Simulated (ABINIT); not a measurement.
Single-point calculation of TaN (part 2 of 2)

The same run, continued: TaN (Pm-3m, 2 atoms in the cell); Kohn-Sham DFT of a periodic cell, PBE0, PseudoDojo NC SR PBE v0.4.1 standard, no spin polarisation (ABINIT 10.8.3); cutoff 952.4 eV, 6×6×6 k-mesh, fermi-dirac of 0.05 eV. The structure was built on a prototype by a generator; it need not be a known phase.

Geometry of the input (Å; fractional positions):
```
2.7323  0.0000  0.0000
0.0000  2.7323  0.0000
0.0000  0.0000  2.7323
Ta 0.0000  0.0000  0.0000
N  0.5000  0.5000  0.5000
```

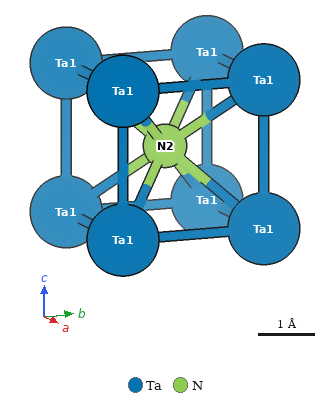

**Figure 1.** The structure as given in the input (ball-and-stick view of the cell of the calculation, seen slightly off an axis; atoms are numbered from 1 in the order of the input). An atom can appear more than once, as a periodic image.

Output, continued:
```
   0.5000  0.5000  0.3333    1  4.49577E-12 kpt; spin; max resid(k); each band:
  6.07E-15 1.04E-13 1.04E-13 4.24E-14 1.68E-12 2.37E-12 2.37E-12 3.95E-12
  5.91E-14 2.64E-12 2.64E-12 4.50E-12 1.58E-14
   0.5000  0.5000  0.5000    1  7.38382E-06 kpt; spin; max resid(k); each band:
  3.00E-16 2.68E-15 1.63E-15 1.64E-15 2.99E-14 4.47E-12 4.47E-12 4.47E-12
  1.42E-11 4.54E-11 8.35E-10 1.89E-07 7.38E-06
 reduced coordinates (array xred) for    2 atoms
       0.000000000000      0.000000000000      0.000000000000
       0.500000000000      0.500000000000      0.500000000000

 cartesian coordinates (angstrom) at end:
    1      0.00000000000000     0.00000000000000     0.00000000000000
    2      1.36615384500000     1.36615384500000     1.36615384500000
 length scales=  5.163313225812  5.163313225812  5.163313225812 bohr
              =  2.732307690000  2.732307690000  2.732307690000 angstroms
 Fermi (or HOMO) energy (hartree) =   0.63159   Average Vxc (hartree)=  -0.36930
 Eigenvalues (hartree) for nkpt=  20  k points:
 kpt#   1, nband= 13, wtk=  0.00463, kpt=  0.0000  0.0000  0.0000 (reduced coord)
  -2.15677   -0.82135   -0.82135   -0.82135   -0.19953    0.38585    0.38585    0.46101
   0.46101    0.46101    0.76461    0.82405    0.82405
      occupation numbers for kpt#   1
   2.00000    2.00000    2.00000    2.00000    2.00000    2.00000    2.00000    2.00000
   2.00000    2.00000    0.00000    0.00000    0.00000
 kpt#   2, nband= 13, wtk=  0.02778, kpt=  0.1667  0.0000  0.0000 (reduced coord)
  -2.15718   -0.83884   -0.81998   -0.81998   -0.17733    0.32695    0.39460    0.43903
   0.43903    0.53367    0.82143    0.83186    0.83676
      occupation numbers for kpt#   2
   2.00000    2.00000    2.00000    2.00000    2.00000    2.00000    2.00000    2.00000
   2.00000    2.00000    0.00000    0.00000    0.00000
 kpt#   3, nband= 13, wtk=  0.02778, kpt=  0.3333  0.0000  0.0000 (reduced coord)
  -2.15572   -0.86803   -0.81769   -0.81769   -0.12526    0.21329    0.39799    0.39799
   0.41559    0.70958    0.84664    0.86859    0.86859
      occupation numbers for kpt#   3
   2.00000    2.00000    2.00000    2.00000    2.00000    2.00000    2.00000    2.00000
   2.00000    0.00000    0.00000    0.00000    0.00000
 kpt#   4, nband= 13, wtk=  0.01389, kpt=  0.5000  0.0000  0.0000 (reduced coord)
  -2.15384   -0.88038   -0.81679   -0.81679   -0.08992    0.15270    0.37877    0.37877
   0.42833    0.81987    0.85439    0.88862    0.88862
      occupation numbers for kpt#   4
   2.00000    2.00000    2.00000    2.00000    2.00000    2.00000    2.00000    2.00000
   2.00000    0.00000    0.00000    0.00000    0.00000
 kpt#   5, nband= 13, wtk=  0.05556, kpt=  0.1667  0.1667  0.0000 (reduced coord)
  -2.15746   -0.83850   -0.83554   -0.81843   -0.15894    0.31887    0.35790    0.43096
   0.46266    0.58398    0.77574    0.78386    0.87760
      occupation numbers for kpt#   5
   2.00000    2.00000    2.00000    2.00000    2.00000    2.00000    2.00000    2.00000
   2.00000    2.00000    0.00000    0.00000    0.00000
 kpt#   6, nband= 13, wtk=  0.11111, kpt=  0.3333  0.1667  0.0000 (reduced coord)
  -2.15575   -0.86555   -0.83366   -0.81590   -0.11892    0.23184    0.36217    0.41063
   0.46834    0.72198    0.77646    0.78927    0.87278
      occupation numbers for kpt#   6
   2.00000    2.00000    2.00000    2.00000    2.00000    2.00000    2.00000    2.00000
   2.00000    0.00000    0.00000    0.00000    0.00000
 kpt#   7, nband= 13, wtk=  0.05556, kpt=  0.5000  0.1667  0.0000 (reduced coord)
  -2.15374   -0.87752   -0.83226   -0.81492   -0.09511    0.18672    0.36152    0.39904
   0.46425    0.79754    0.80609    0.81619    0.84541
      occupation numbers for kpt#   7
   2.00000    2.00000    2.00000    2.00000    2.00000    2.00000    2.00000    2.00000
   2.00000    0.00000    0.00000    0.00000    0.00000
 kpt#   8, nband= 13, wtk=  0.05556, kpt=  0.3333  0.3333  0.0000 (reduced coord)
  -2.15352   -0.86208   -0.85897   -0.81304   -0.11018    0.25779    0.33405    0.43838
   0.49201    0.71816    0.74246    0.79300    0.80898
      occupation numbers for kpt#   8
   2.00000    2.00000    2.00000    2.00000    2.00000    2.00000    2.00000    2.00000
   2.00000    0.00000    0.00000    0.00000    0.00000
 kpt#   9, nband= 13, wtk=  0.05556, kpt=  0.5000  0.3333  0.0000 (reduced coord)
  -2.15124   -0.87186   -0.85812   -0.81198   -0.10766    0.26298    0.33333    0.45327
   0.47473    0.71960    0.73246    0.75094    0.85311
      occupation numbers for kpt#   9
   2.00000    2.00000    2.00000    2.00000    2.00000    2.00000    2.00000    2.00000
   2.00000    0.00000    0.00000    0.00000    0.00000
 kpt#  10, nband= 13, wtk=  0.01389, kpt=  0.5000  0.5000  0.0000 (reduced coord)
  -2.14883   -0.86904   -0.86904   -0.81092   -0.11491    0.32113    0.32113    0.43247
   0.49669    0.68948    0.68948    0.70042    0.93726
      occupation numbers for kpt#  10
   2.00000    2.00000    2.00000    2.00000    2.00000    2.00000    2.00000    2.00000
   2.00000    0.00000    0.00000    0.00000    0.00000
 kpt#  11, nband= 13, wtk=  0.03704, kpt=  0.1667  0.1667  0.1667 (reduced coord)
  -2.15768   -0.83772   -0.83389   -0.83389   -0.14391    0.34781    0.35332    0.35332
   0.55185    0.55185    0.80579    0.81603    0.81603
      occupation numbers for kpt#  11
   2.00000    2.00000    2.00000    2.00000    2.00000    2.00000    2.00000    2.00000
   2.00000    2.00000    0.00000    0.00000    0.00000
 kpt#  12, nband= 13, wtk=  0.11111, kpt=  0.3333  0.1667  0.1667 (reduced coord)
  -2.15584   -0.86306   -0.83261   -0.83112   -0.11244    0.25622    0.33404    0.40209
   0.52039    0.68056    0.76351    0.81761    0.86762
      occupation numbers for kpt#  12
   2.00000    2.00000    2.00000    2.00000    2.00000    2.00000    2.00000    2.00000
   2.00000    0.00000    0.00000    0.00000    0.00000
 kpt#  13, nband= 13, wtk=  0.05556, kpt=  0.5000  0.1667  0.1667 (reduced coord)
  -2.15376   -0.87461   -0.83107   -0.83002   -0.09469    0.21363    0.32000    0.42643
   0.51563    0.71082    0.73876    0.85165    0.89258
      occupation numbers for kpt#  13
   2.00000    2.00000    2.00000    2.00000    2.00000    2.00000    2.00000    2.00000
   2.00000    0.00000    0.00000    0.00000    0.00000
 kpt#  14, nband= 13, wtk=  0.11111, kpt=  0.3333  0.3333  0.1667 (reduced coord)
  -2.15375   -0.85961   -0.85678   -0.82896   -0.10147    0.26829    0.30603    0.39431
   0.56137    0.71165    0.72324    0.83173    0.84377
      occupation numbers for kpt#  14
   2.00000    2.00000    2.00000    2.00000    2.00000    2.00000    2.00000    2.00000
   2.00000    0.00000    0.00000    0.00000    0.00000
 kpt#  15, nband= 13, wtk=  0.11111, kpt=  0.5000  0.3333  0.1667 (reduced coord)
  -2.15157   -0.86900   -0.85595   -0.82789   -0.09680    0.26034    0.28763    0.41703
   0.54732    0.70935    0.71406    0.85003    0.87676
      occupation numbers for kpt#  15
   2.00000    2.00000    2.00000    2.00000    2.00000    2.00000    2.00000    2.00000
   2.00000    0.00000    0.00000    0.00000    0.00000
 kpt#  16, nband= 13, wtk=  0.02778, kpt=  0.5000  0.5000  0.1667 (reduced coord)
  -2.14934   -0.86631   -0.86631   -0.82699   -0.09937    0.28220    0.28220    0.39489
   0.52743    0.73912    0.73912    0.79106    0.94177
      occupation numbers for kpt#  16
   2.00000    2.00000    2.00000    2.00000    2.00000    2.00000    2.00000    2.00000
   2.00000    0.00000    0.00000    0.00000    0.00000
 kpt#  17, nband= 13, wtk=  0.03704, kpt=  0.3333  0.3333  0.3333 (reduced coord)
  -2.15204   -0.85606   -0.85306   -0.85306   -0.08347    0.25455    0.25455    0.33771
   0.70888    0.71934    0.71934    0.88876    0.88876
      occupation numbers for kpt#  17
   2.00000    2.00000    2.00000    2.00000    2.00000    2.00000    2.00000    2.00000
   0.00000    0.00000    0.00000    0.00000    0.00000
 kpt#  18, nband= 13, wtk=  0.05556, kpt=  0.5000  0.3333  0.3333 (reduced coord)
  -2.15008   -0.86383   -0.85308   -0.85153   -0.07377    0.23081    0.23532    0.31769
   0.72686    0.72879    0.77694    0.90746    0.91511
      occupation numbers for kpt#  18
   2.00000    2.00000    2.00000    2.00000    2.00000    2.00000    2.00000    2.00000
   0.00000    0.00000    0.00000    0.00000    0.00000
 kpt#  19, nband= 13, wtk=  0.02778, kpt=  0.5000  0.5000  0.3333 (reduced coord)
  -2.14825   -0.86152   -0.86152   -0.85087   -0.06124    0.21980    0.21980    0.25784
   0.74279    0.84096    0.84096    0.89322    0.95160
      occupation numbers for kpt#  19
   2.00000    2.00000    2.00000    2.00000    2.00000    2.00000    2.00000    2.00000
   0.00000    0.00000    0.00000    0.00000    0.00000
 kpt#  20, nband= 13, wtk=  0.00463, kpt=  0.5000  0.5000  0.5000 (reduced coord)
  -2.14664   -0.85948   -0.85948   -0.85948   -0.03428    0.19322    0.19322    0.19322
   0.92957    0.92957    0.92957    0.95696    0.95716
      occupation numbers for kpt#  20
   2.00000    2.00000    2.00000    2.00000    2.00000    2.00000    2.00000    2.00000
   0.00000    0.00000    0.00000    0.00000    0.00000
 Fermi (or HOMO) energy (eV) =  17.18640   Average Vxc (eV)= -10.04904
 Eigenvalues (   eV  ) for nkpt=  20  k points:
 kpt#   1, nband= 13, wtk=  0.00463, kpt=  0.0000  0.0000  0.0000 (reduced coord)
 -58.68860  -22.35021  -22.35021  -22.35021   -5.42943   10.49938   10.49938   12.54471
  12.54471   12.54471   20.80606   22.42347   22.42347
 kpt#   2, nband= 13, wtk=  0.02778, kpt=  0.1667  0.0000  0.0000 (reduced coord)
 -58.69981  -22.82611  -22.31277  -22.31277   -4.82527    8.89668   10.73750   11.94663
  11.94663   14.52203   22.35215   22.63595   22.76944
 kpt#   3, nband= 13, wtk=  0.02778, kpt=  0.3333  0.0000  0.0000 (reduced coord)
 -58.66025  -23.62024  -22.25057  -22.25057   -3.40860    5.80382   10.82987   10.82987
  11.30886   19.30878   23.03835   23.63546   23.63546
 kpt#   4, nband= 13, wtk=  0.01389, kpt=  0.5000  0.0000  0.0000 (reduced coord)
 -58.60907  -23.95641  -22.22595  -22.22595   -2.44681    4.15506   10.30686   10.30686
  11.65549   22.30974   23.24917   24.18064   24.18064
 kpt#   5, nband= 13, wtk=  0.05556, kpt=  0.1667  0.1667  0.0000 (reduced coord)
 -58.70757  -22.81673  -22.73621  -22.27075   -4.32504    8.67688    9.73905   11.72690
  12.58950   15.89095   21.10892   21.32983   23.88072
 kpt#   6, nband= 13, wtk=  0.11111, kpt=  0.3333  0.1667  0.0000 (reduced coord)
 -58.66099  -23.55280  -22.68494  -22.20178   -3.23598    6.30864    9.85522   11.17391
  12.74413   19.64619   21.12845   21.47715   23.74968
 kpt#   7, nband= 13, wtk=  0.05556, kpt=  0.5000  0.1667  0.0000 (reduced coord)
 -58.60626  -23.87864  -22.64708  -22.17497   -2.58809    5.08101    9.83753   10.85836
  12.63283   21.70211   21.93487   22.20959   23.00482
 kpt#   8, nband= 13, wtk=  0.05556, kpt=  0.3333  0.3333  0.0000 (reduced coord)
 -58.60020  -23.45827  -23.37388  -22.12397   -2.99827    7.01495    9.08983   11.92898
  13.38835   19.54225   20.20325   21.57863   22.01341
 kpt#   9, nband= 13, wtk=  0.05556, kpt=  0.5000  0.3333  0.0000 (reduced coord)
 -58.53829  -23.72445  -23.35065  -22.09510   -2.92953    7.15610    9.07044   12.33400
  12.91796   19.58128   19.93123   20.43406   23.21439
 kpt#  10, nband= 13, wtk=  0.01389, kpt=  0.5000  0.5000  0.0000 (reduced coord)
 -58.47276  -23.64788  -23.64788  -22.06631   -3.12687    8.73838    8.73838   11.76819
  13.51552   18.76162   18.76162   19.05937   25.50416
 kpt#  11, nband= 13, wtk=  0.03704, kpt=  0.1667  0.1667  0.1667 (reduced coord)
 -58.71343  -22.79565  -22.69117  -22.69117   -3.91599    9.46444    9.61435    9.61435
  15.01656   15.01656   21.92663   22.20518   22.20518
 kpt#  12, nband= 13, wtk=  0.11111, kpt=  0.3333  0.1667  0.1667 (reduced coord)
 -58.66329  -23.48503  -22.65644  -22.61604   -3.05976    6.97215    9.08976   10.94143
  14.16049   18.51910   20.77614   22.24836   23.60925
 kpt#  13, nband= 13, wtk=  0.05556, kpt=  0.5000  0.1667  0.1667 (reduced coord)
 -58.60691  -23.79941  -22.61451  -22.58611   -2.57668    5.81305    8.70770   11.60376
  14.03101   19.34242   20.10271   23.17466   24.28844
 kpt#  14, nband= 13, wtk=  0.11111, kpt=  0.3333  0.3333  0.1667 (reduced coord)
 -58.60657  -23.39121  -23.31427  -22.55706   -2.76105    7.30057    8.32758   10.72977
  15.27574   19.36508   19.68029   22.63263   22.96026
 kpt#  15, nband= 13, wtk=  0.11111, kpt=  0.5000  0.3333  0.1667 (reduced coord)
 -58.54717  -23.64683  -23.29170  -22.52806   -2.63404    7.08417    7.82683   11.34809
  14.89327   19.30229   19.43062   23.13059   23.85785
 kpt#  16, nband= 13, wtk=  0.02778, kpt=  0.5000  0.5000  0.1667 (reduced coord)
 -58.48642  -23.57350  -23.57350  -22.50363   -2.70396    7.67895    7.67895   10.74546
  14.35223   20.11255   20.11255   21.52583   25.62679
 kpt#  17, nband= 13, wtk=  0.03704, kpt=  0.3333  0.3333  0.3333 (reduced coord)
 -58.55993  -23.29450  -23.21286  -23.21286   -2.27133    6.92663    6.92663    9.18964
  19.28952   19.57420   19.57420   24.18448   24.18448
 kpt#  18, nband= 13, wtk=  0.05556, kpt=  0.5000  0.3333  0.3333 (reduced coord)
 -58.50657  -23.50606  -23.21359  -23.17133   -2.00730    6.28078    6.40330    8.64483
  19.77883   19.83148   21.14148   24.69324   24.90149
 kpt#  19, nband= 13, wtk=  0.02778, kpt=  0.5000  0.5000  0.3333 (reduced coord)
 -58.45674  -23.44316  -23.44316  -23.15330   -1.66642    5.98111    5.98111    7.01619
  20.21221   22.88369   22.88369   24.30576   25.89449
 kpt#  20, nband= 13, wtk=  0.00463, kpt=  0.5000  0.5000  0.5000 (reduced coord)
 -58.41309  -23.38752  -23.38752  -23.38752   -0.93284    5.25783    5.25783    5.25783
  25.29495   25.29495   25.29495   26.04011   26.04561
 Total charge density [el/Bohr^3]
)     Maximum=    7.6633E-01  at reduced coord.    0.0000    0.0000    0.8333
)Next maximum=    7.6633E-01  at reduced coord.    0.0000    0.0000    0.1667
)     Minimum=    3.2298E-02  at reduced coord.    0.5000    0.5000    0.0000
)Next minimum=    3.2298E-02  at reduced coord.    0.5000    0.0000    0.5000
   Integrated=    1.8000E+01

--- !EnergyTerms
iteration_state     : {dtset: 1, }
comment             : Components of total free energy in Hartree
kinetic             :  2.41773466902037E+01
hartree             :  6.69284104026707E+00
xc                  : -1.49062718229564E+01
Ewald energy        : -6.33979925767506E+01
psp_core            :  3.51700985558055E+00
local_psp           : -3.22946731676932E+01
non_local_psp+x     :  7.81772923765776E-01
internal            : -7.54299670575831E+01
'-kT*entropy'       : -5.75403278568754E-14
total_energy        : -7.54299670575832E+01
...

--- !EnergyTermsDC
iteration_state     : {dtset: 1, }
comment             : '"Double-counting" decomposition of free energy'
band_energy         : -6.61797175848976E+00
Ewald energy        : -6.33979925767506E+01
psp_core            :  3.51700985558055E+00
xc_dc               : -8.93100692813542E+00
internal            : -7.54299614077952E+01
'-kT*entropy'       : -5.75403278568754E-14
total_energy_dc     : -7.54299614077953E+01
...

== END DATASET(S) ==============================================================
================================================================================

 -outvars: echo values of variables after computation  --------
            acell      5.1633132258E+00  5.1633132258E+00  5.1633132258E+00 Bohr
           etotal     -7.5429967058E+01
            fcart      9.9999999999E+99  9.9999999999E+99  9.9999999999E+99
                       9.9999999999E+99  9.9999999999E+99  9.9999999999E+99
           strten      9.9999999999E+99  9.9999999999E+99  9.9999999999E+99
                       9.9999999999E+99  9.9999999999E+99  9.9999999999E+99
           xangst      0.0000000000E+00  0.0000000000E+00  0.0000000000E+00
                       1.3661538450E+00  1.3661538450E+00  1.3661538450E+00
             xred      0.0000000000E+00  0.0000000000E+00  0.0000000000E+00
                       5.0000000000E-01  5.0000000000E-01  5.0000000000E-01
 Calculation completed.
```

Results in brief:

```tsv
quantity	value
outcome	converged
space group (tolerance 0.01 Å)	Pm-3m (221)
electrons treated	18
free energy	−2052.5540 eV
Fermi energy	17.186 eV
gap on the k-point mesh	none (metallic)
wall time	4.5 min (CPU time 18 min)
peak memory	0.28 GiB
```

Points of doubt noted for this run: coarse exchange mesh. Spin–orbit coupling is left out, which matters for Ta.
